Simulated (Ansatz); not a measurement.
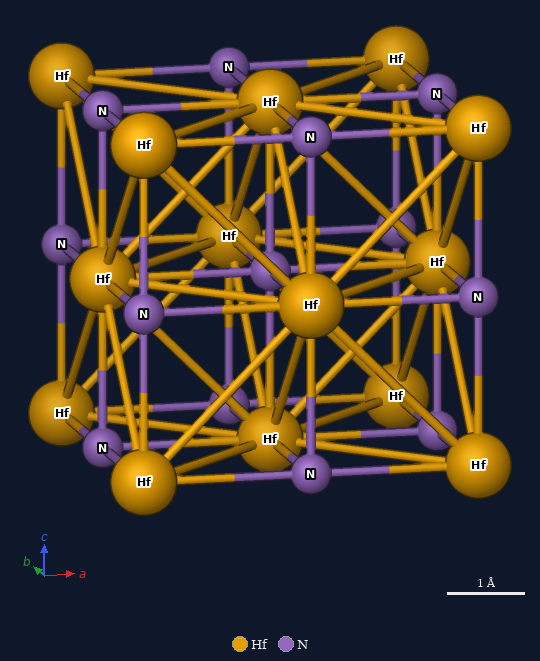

Lattice vibrations of crystalline HfN relaxed at 1 GPa, space group Fm-3m (No. 225), at the zone centre. A ball-and-stick model of the conventional cell (4 times the calculation's cell), seen slightly off an axis. Lengths and directions refer to the drawn axes.

Method: DFT PBEsol, scalar-relativistic, plane waves, PAW (Ansatz). Settings: plane-wave cutoff 420 eV; k-point mesh 16 × 16 × 16; occupations fermi dirac; smearing width 0.15 eV; target pressure 1 GPa; no spin polarisation.

The frequencies depend somewhat on the k-mesh and the smearing.

Question: Which optical modes does it have, at what frequencies, and is it stable there?

Answer: The calculation's cell holds 2 atoms, so there are 3 optical modes, in 1 level. The optical modes span T₁u. No level is unstable.

```
level  symmetry  frequency (cm⁻¹)         activity
    1       T₁u               504  infrared-active
```

The crystal is a metal, so free carriers screen the infrared response.

The modes drawn as arrows (one member of each degenerate set):

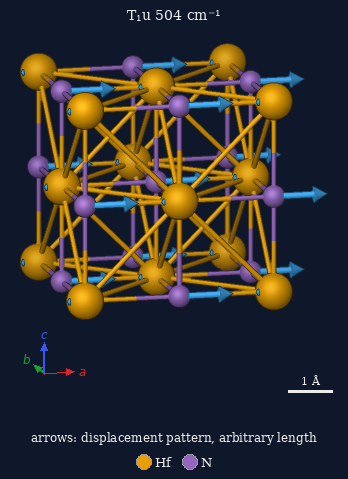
